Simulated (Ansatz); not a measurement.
System: HfSi₃O₈.

The calculation's input:

```
crystal:
  lattice:
    - [3.7653040292, -3.83435185, -0.0002810189]
    - [3.7653040292, 3.83435185, -0.0002810189]
    - [-0.0055413388, 0.0, 7.5922451933]
  atoms:
    - { symbol: Hf, position: [0.9800850504, 0.0199149496, 0.0] }
    - { symbol: Si, position: [0.02347854, 0.5240264492, 0.2687319324] }
    - { symbol: Si, position: [0.4759735508, 0.97652146, 0.7312680676] }
    - { symbol: Si, position: [0.5226188607, 0.4773811393, 0.5] }
    - { symbol: O, position: [0.0376683317, 0.8130296834, 0.2063065582] }
    - { symbol: O, position: [0.5368816546, 0.2394060768, 0.6315651398] }
    - { symbol: O, position: [0.0308747002, 0.3553667624, 0.0898441455] }
    - { symbol: O, position: [0.5412193052, 0.7400279008, 0.6063190908] }
    - { symbol: O, position: [0.6446332376, 0.9691252998, 0.9101558545] }
    - { symbol: O, position: [0.2599720992, 0.4587806948, 0.3936809092] }
    - { symbol: O, position: [0.1869703166, 0.9623316683, 0.7936934418] }
    - { symbol: O, position: [0.7605939232, 0.4631183454, 0.3684348602] }
basis:
  ecutwfc: 420
kpoints:
  mp_grid: { grid: [4, 4, 4] }
  band_path:
    path:
      - [[0.0, 0.0, 0.0], [-0.5, 0.5, 0.0], [-0.5, 0.5, 0.5], [0.0, 0.0, 0.5], [0.0, 0.0, 0.0]]
      - [[-0.5, 0.0, 0.5], [0.0, 0.0, 0.0], [-0.5, 0.0, 0.0]]
    npoints: 10
hamiltonian:
  xc: pbesol
scf:
  occupations: { method: gaussian, width: 0.02 }
  n_extra_bands: 30
output:
  forces: true
  stress: true
  eigenvalues: true
  populations: true
  dos: { projected: true, de: 0.02, nscf_kmesh: { grid: [6, 6, 6] } }
  bader: false
  write_density: true
  write_potential: true
  elf: true
  volumetric_format: npy
```

Command:

```sh
ansatz run input.yaml --threads 1 --pin off --max-ram 2560MiB --backend cpu --events-out ev --progress --plain --runs-dir out
```

Below, planes, directions and counts refer to the conventional cell (a = 7.53 Å, b = 7.67 Å, c = 7.59 Å, α = 90.00°, β = 90.05°, γ = 90.00°).

Space group C2; a structure generated by program, which may or may not match a known phase; computed pressure about −2 GPa in this cell.

Level of theory: DFT PBEsol, scalar-relativistic, plane waves, PAW (Ansatz 0.2.0).

Predict the valence pseudo-density and electron localisation function between the atoms.

Answer. Si–O (1.63 Å): the density is about 1.2 e/Å³ at the midpoint; the ELF peaks at about 0.85 between the atoms; a polar covalent bond.

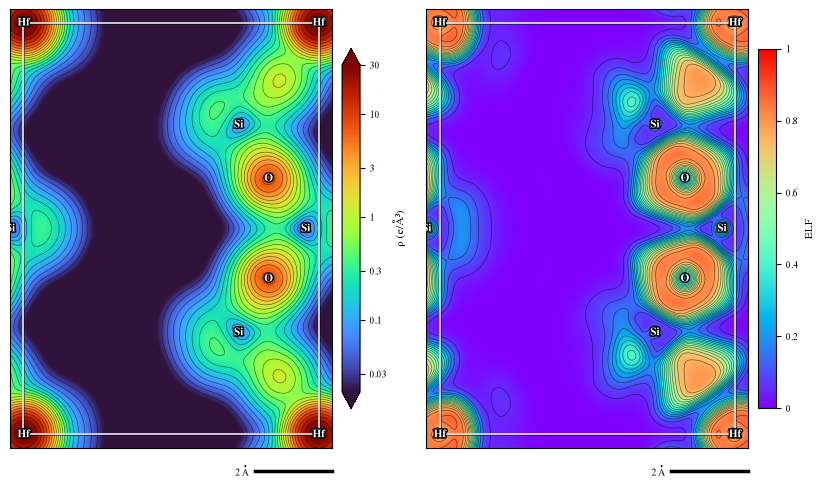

Computed valence pseudo-density and electron localisation function on the (101) plane of the conventional cell, in this order. Atoms just off the plane (O, 0.7 Å away) can leave unmarked features too.

In a PAW calculation such maps are meaningful between the atoms, not at the nuclei.
